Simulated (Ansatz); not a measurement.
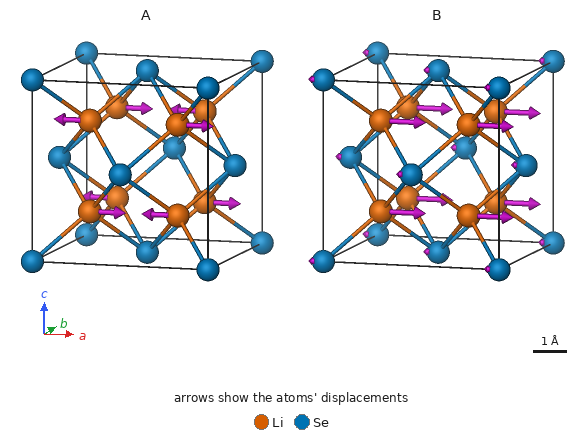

Modes of a crystal of Li₂Se relaxed at 9 GPa, space group Fm-3m (No. 225), at the zone centre (one member of each degenerate set). The purple arrows are the displacements of the atoms (eigenvector over the root of the mass), of arbitrary overall length and sign. Style: ball-and-stick. Shown: the conventional cell (4 times the calculation's cell), slightly off an axis. Lengths and directions refer to the drawn axes.

Theory: Ansatz 0.2.0, DFT PBEsol, scalar-relativistic, plane waves, PAW.

Frequencies are those without the non-analytic (LO–TO) term.

Which are infrared-active and which Raman-active?

A is T₂g, Raman-active by symmetry (439 cm⁻¹). B is T₁u, infrared-active by symmetry (383 cm⁻¹). The crystal has a centre of inversion, so no mode is both.
